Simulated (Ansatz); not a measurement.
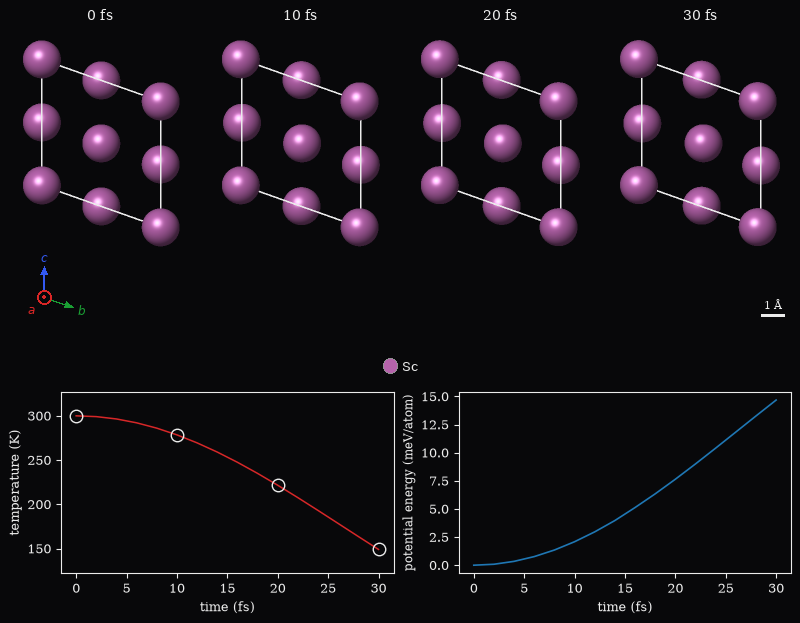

First-principles dynamics of a 4-atom cell of Sc (set up in Fm-3m), 30 fs long. Frames and the history of the run. The picture is a spheres-only view of the reduced simulation cell, seen along the a axis. Lengths and directions refer to the drawn axes.

These are results of Ansatz 0.2.0, DFT, PBEsol, all-electron LAPW, scalar-relativistic, not measurements. Run with plane-wave cutoff 173 eV; k-point mesh 4 × 4 × 7; Fermi-Dirac smearing 0.08 eV; constant energy (NVE); velocities drawn for 300 K; time step 2 fs.

Q: What happens in this trajectory?

A: Over the second half the temperature averages 199 K (spread ±32 K). The potential energy is still drifting at the end, so the run hasn't reached equilibrium. The potential energy in the second half lies on average 9.8 meV per atom above the first frame. The mean pressure there is −2.8 GPa. Root-mean-square distances from the starting positions over the second half, with the common drift of all atoms taken out: Sc 0.08 Å. The run lasts only 30 fs, too short to tell vibration from diffusion.

The run took 3.4 min on 2 threads of Intel(R) Xeon(R) 6975P-C (Granite Rapids) (shared host), peak memory 0.5 GiB.
